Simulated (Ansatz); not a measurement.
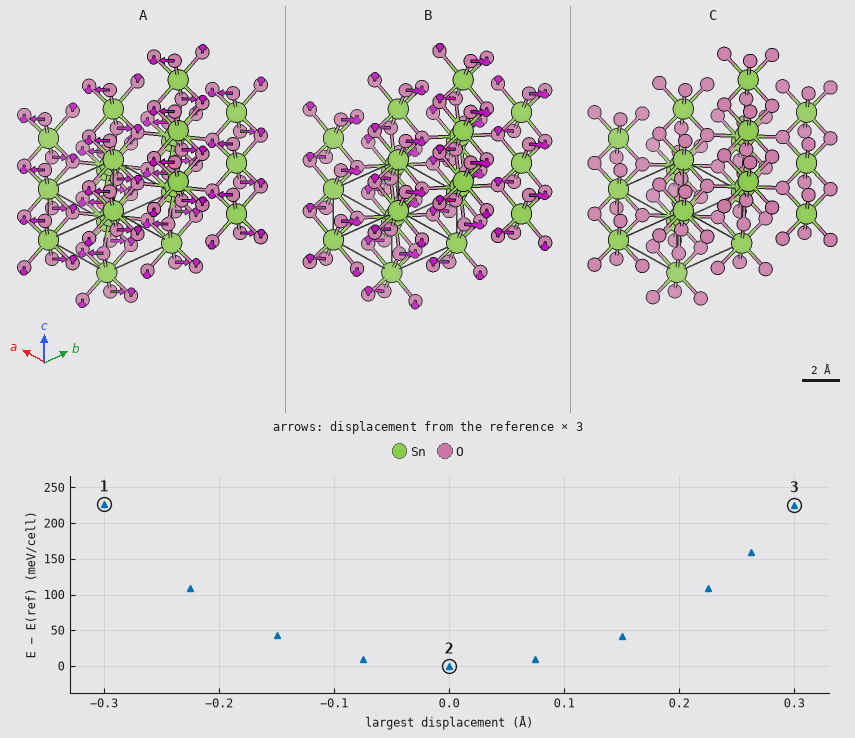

Energy scan for crystalline SnO2 (P4_2/mnm), in which a normal mode at the zone centre is frozen in with the cell fixed, the amplitude being the largest displacement of an atom. The frames are shuffled; the numbered points of the plot belong to them. A ball-and-stick model of the cell of the calculation, repeated 1 × 2 × 2 with one cell outlined, seen from a free direction. Purple arrows: displacements from the reference.

The calculation used Ansatz, DFT r2SCAN, scalar-relativistic, plane waves, PAW. Set-up: plane-wave cutoff 500 eV; k-point mesh 6 × 6 × 8; occupations gaussian; smearing width 0.05 eV; no spin polarisation. Energies (free energies at the smearing named) are counted from the relaxed crystal.

### Match the frames to the points.

Point 1 is frame B (the amplitude −0.30 Å, 227.0 meV/cell); 2 is frame C (the amplitude 0.00 Å, 0.0 meV/cell); 3 is frame A (the amplitude 0.30 Å, 225.7 meV/cell). The harmonic wavenumber of the mode is 119 cm⁻¹, a stable vibration. Of the computed points the lowest is at the amplitude 0.00 Å, 0.0 meV/cell. The end points stand at 227.0 meV/cell (−0.30 Å) and 225.7 meV/cell (0.30 Å). The well is symmetric. At the highest point the shortest interatomic distance is 2.08 Å, against 2.06 Å in the reference. The distortion takes the space group from P4_2/mnm to Pnnm.
